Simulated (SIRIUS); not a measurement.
# A series of single points on Pb

System: Pb (2 atoms in the cell).
Method: Kohn-Sham DFT of a periodic cell, PBEsol, dojo-sr-pbesol-0.4.1-standard, no spin polarisation (SIRIUS 7.10.0).

The 7 runs differ only in the geometry, by an even scaling of the cell at fixed fractional positions. The structure derives from a Materials Project entry.

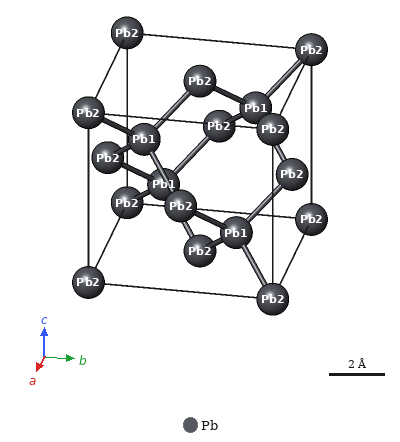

Figure 1. The structure of run 4 (ball-and-stick view of the cell 4 times as large as that of the calculation, set on its symmetry axes, seen at an oblique angle; atoms are numbered from 1 in the order of the input). An atom can appear more than once, as a periodic image.

## Input of run 4
```
{
  "control": {
    "processing_unit": "cpu",
    "verbosity": 2,
    "num_bands_to_print": 22,
    "print_forces": true,
    "print_stress": true
  },
  "parameters": {
    "electronic_structure_method": "pseudopotential",
    "xc_functionals": ["XC_GGA_X_PBE_SOL", "XC_GGA_C_PBE_SOL"],
    "gk_cutoff": 7.5,
    "pw_cutoff": 15.0,
    "ngridk": [7, 7, 7],
    "shiftk": [0, 0, 0],
    "smearing": "fermi_dirac",
    "smearing_width": 0.0018374661,
    "num_bands": 22,
    "num_mag_dims": 0,
    "num_dft_iter": 100,
    "energy_tol": 1e-08,
    "density_tol": 1e-06
  },
  "iterative_solver": {
    "type": "davidson",
    "min_tolerance": 1e-09,
    "tolerance_scale": [0.1, 0.25]
  },
  "mixer": {
    "type": "anderson",
    "beta": 0.7,
    "max_history": 8
  },
  "settings": {
    "tol_ne": 1e-10,
    "pseudo_grid_cutoff": 6.5
  },
  "unit_cell": {
    "lattice_vectors": [
      [0.0, 6.498768247468, 6.498768247468],
      [6.498768247468, 0.0, 6.498768247468],
      [6.498768247468, 6.498768247468, 0.0]
    ],
    "atom_coordinate_units": "lattice",
    "atom_types": ["Pb"],
    "atom_files": {
      "Pb": "Pb.json"
    },
    "atoms": {
      "Pb": [
        [0.25, 0.25, 0.25],
        [0.0, 0.0, 0.0]
      ]
    }
  }
}
```

Command:
```bash
upf_to_json Pb.upf
OMP_NUM_THREADS=1 sirius.scf --input=sirius.json --output=out.json --task=0
```

Lattice vectors (Å) and fractional positions of run 4:
```
   0.000000    3.439000    3.439000
   3.439000    0.000000    3.439000
   3.439000    3.439000    0.000000
Pb  0.250000  0.250000  0.250000
Pb  0.000000  0.000000  0.000000
```

Run 5 differs from it as follows:
```diff
-      [0.0, 6.498768247468, 6.498768247468],
-      [6.498768247468, 0.0, 6.498768247468],
-      [6.498768247468, 6.498768247468, 0.0]
+      [0.0, 6.541807701985, 6.541807701985],
+      [6.541807701985, 0.0, 6.541807701985],
+      [6.541807701985, 6.541807701985, 0.0]
```

## Results, with one run withheld

```csv
run,volume per atom (Å³),"free energy per atom, from the lowest run given (meV)",pressure (GPa)
1,38.232,24.69,2.86
2,39.045,12.40,1.99
3,39.859,4.32,1.20
4,40.672,0.00,0.51
5,41.486,?,?
6,42.299,1.03,−0.67
7,43.112,5.70,−1.17
```

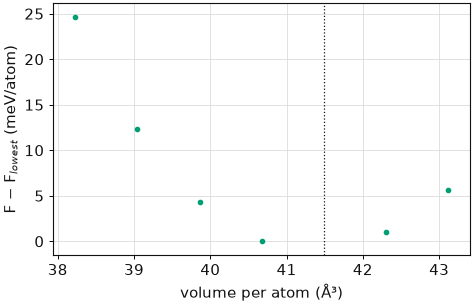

Figure 2. Free energy per atom of the runs given; the dotted line marks run 5.

Estimate the energy of run 5 from the others.

A cubic polynomial in V^(−2/3) (the Birch–Murnaghan form), fitted to the 6 runs given, misses them by under 0.01 meV per atom. With x = V^(−2/3) − 0.08483 Å⁻², it reads F = 0.7282 + 3001.2 x + 1.2866e+06 x² + 6.2327e+06 x³ (meV per atom). At run 5 it gives −0.98 meV per atom, and the run itself gives −0.98. The slope of the fit gives a pressure −dF/dV of −0.11 GPa there, and the run prints −0.12 GPa. The fit has its minimum at 41.331 Å³ per atom, where V d²F/dV² gives 30.5 GPa: the bulk modulus at this level, since symmetry fixes the shape and the positions.

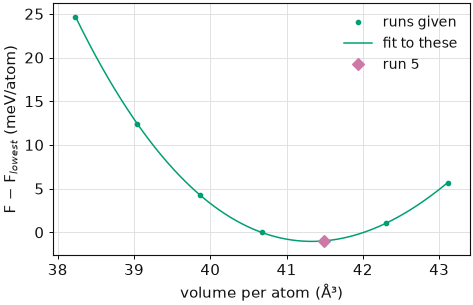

Figure 3. The fit and the withheld run.

## Some lines of the output (run 5)
```
[...]
[find] Efermi                         :       0.25756624
[find] Total energy                   :    -140.51461951 (Ha),    -281.02923902 (Ry)
[find] Free energy (E-TS)             :    -140.51484551 (Ha),    -281.02969102 (Ry)
[find] Efermi                         :       0.25761362
[find] Total energy                   :    -140.51461958 (Ha),    -281.02923915 (Ry)
[find] Free energy (E-TS)             :    -140.51484557 (Ha),    -281.02969115 (Ry)
[find] Efermi                         :       0.25762038
[find] Total energy                   :    -140.51461959 (Ha),    -281.02923917 (Ry)
[find] Free energy (E-TS)             :    -140.51484558 (Ha),    -281.02969117 (Ry)
[find] Efermi                         :       0.25762093
[find] Total energy                   :    -140.51461959 (Ha),    -281.02923918 (Ry)
[find] Free energy (E-TS)             :    -140.51484559 (Ha),    -281.02969117 (Ry)
[find] Efermi                         :       0.25762062
[find] Efermi                         :       0.25762119
```

Notes: Spin–orbit coupling is left out, which matters for Pb.
